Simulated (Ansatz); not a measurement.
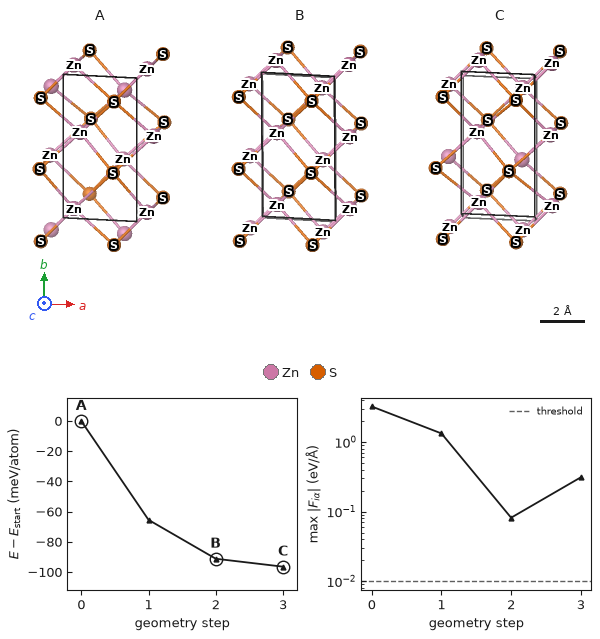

Frames of a relaxation of a crystal of ZnS (built on the HgF-139 type type), marked on the history of the run. Style: ball-and-stick. Shown: the cell of the calculation, reduced to other axes, along the c axis. Lengths and directions refer to the drawn axes.

Case: shaken.

All numbers below come from DFT, PBEsol, plane waves, PAW (Ansatz 0.2.0). Settings: plane-wave cutoff 420 eV; k-point mesh 8 × 8 × 8; occupations fermi dirac; smearing width 0.05 eV; no spin polarisation; cell and atoms relaxed; force threshold 0.01 eV/Å; at most 120 steps.

### What happens along the run?

The run was cut off at its time limit before the relaxation converged, so the last structure is only a point on the way. The atom that moves furthest relative to the cell is a Zn atom (0.34 Å roughly along [3 1 −1]). Largest moves by element: Zn 0.34 Å, S 0.30 Å. The drawn cell changes as follows: a 3.479 → 3.470 Å (−0.2 %), b 6.854 → 6.851 Å (0.0 %), c 7.253 → 7.364 Å (+1.5 %), α 75.7° → 72.4°, β 77.9° → 79.3°, γ 89.8° → 89.3°; the volume changes by +0.1 %. Near-neighbour distances that change, for instance: S–Zn 2.720 → 2.345 Å, S–Zn 2.093 → 2.464 Å, S–Zn 2.317 → 2.645 Å, S–Zn 2.231 → 2.411 Å. Among the angles between lasting bonds that change: S–Zn–S 90.8° → 105.8°, Zn–S–Zn 88.3° → 73.9°, Zn–S–Zn 171.6° → 157.4°. The space group stays P1 (No. 1). Over 3 geometry steps the energy falls by 96.4 meV per atom. The largest force component goes from 3.2 to 0.31 eV/Å. Pressure: 3.10 GPa at the start and −0.11 GPa at the end. From step 0 to 2: a Zn atom moves most (0.24 Å), volume −0.3 %, energy −91.1 meV per atom. From step 2 to 3: an S atom moves most (0.20 Å), volume +0.4 %, energy −5.2 meV per atom.

| step | E − E(0), meV/atom | largest force component, eV/Å | pressure, GPa | volume, Å³/atom |
| --- | --- | --- | --- | --- |
| 0 | 0.00 | 3.2378 | 3.10 | 20.453 |
| 1 | -65.39 | 1.3277 | 1.11 | 20.355 |
| 2 | -91.12 | 0.0817 | 0.04 | 20.398 |
| 3 | -96.37 | 0.3109 | -0.11 | 20.473 |
